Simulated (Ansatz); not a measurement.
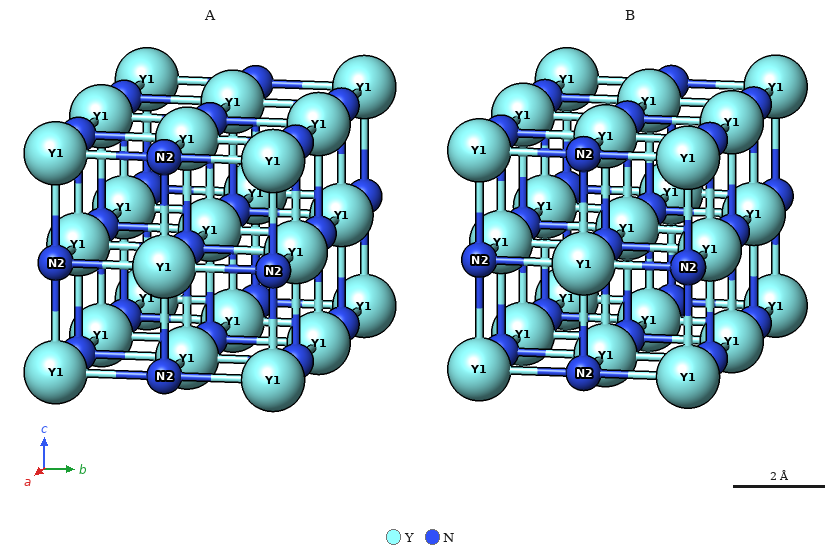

Two geometries of crystalline YN (a generated structure, set up in Fm-3m): one is the relaxed structure, the other was perturbed away from it. Style: ball-and-stick. Shown: the conventional cell (4 times the calculation's cell), repeated 2 × 1 × 1 with one cell outlined, slightly off an axis. Lengths and directions refer to the drawn axes.

These are results of Ansatz, DFT, PBE, PAW with Ansatz's default frozen-core files, scalar-relativistic, not measurements. (plane-wave cutoff 420 eV; k-point mesh 15 × 15 × 15; occupations fermi dirac; smearing width 0.03 eV; no spin polarisation)

**Which one is perturbed?**

Structure B is the perturbed one. The cell is strained by 0.0 % along c and −4.0 % across it (volume −7.8 %), the atoms keeping their fractional coordinates. No relaxation follows. Among the bonded contacts that change: N–Y 2.453 → 2.355 to 2.453 Å. The space group (tolerance 0.01 Å) goes from Fm-3m (No. 225) to I4/mmm (No. 139). It costs 68.3 meV per atom. Pressure: 0.0 GPa before, 16.2 GPa after. The principal stresses (compression positive) are 7.1 GPa along c and 20.7 GPa across it. All forces vanish by symmetry.
